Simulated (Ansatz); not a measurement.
The structure in question:

```
CELL_PARAMETERS angstrom
5.07528 0.00000 0.00000
-2.53764 4.39532 0.00000
0.00000 0.00000 38.06671
ATOMIC_POSITIONS crystal
Rb 0.00000 0.00000 0.00000
Rb 0.00000 0.00000 0.77762
Rb 0.33333 0.66667 0.88904
Rb 0.66667 0.33333 0.33333
Rb 0.66667 0.33333 0.11096
Rb 0.00000 0.00000 0.22238
Rb 0.33333 0.66667 0.66667
Rb 0.33333 0.66667 0.44429
Rb 0.66667 0.33333 0.55571
```

Q: Characterise the structure given above.

A: The element is rubidium. Its lattice is rhombohedral (trigonal R), its space group R-3m (No. 166). Among the common structure types it is α-samarium (9R) type. The cell holds nine atoms. The neighbours of Rb are twelve Rb at 5.08 to 5.16 Å. The bonds build a three-dimensional framework.

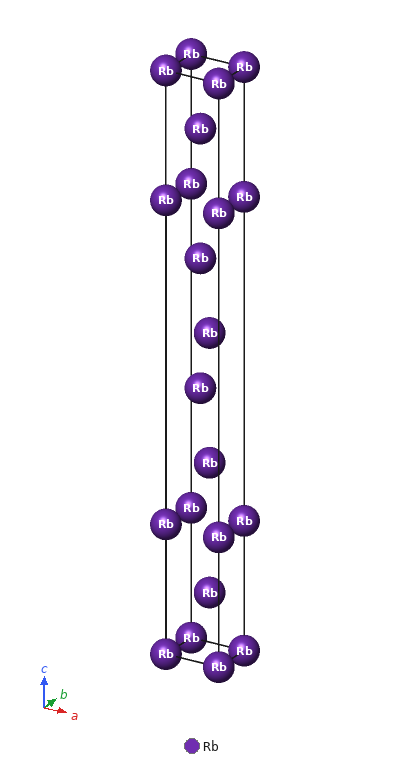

A spheres-only rendering, viewed slightly off an axis. The box is the conventional unit cell; atoms on or close to its faces, edges and corners are drawn wherever they repeat.

Origin of the cell: a structure listed in the Materials Project. Earlier steps of the study may have refined or changed the cell and positions. A calculation with Ansatz used it as input.
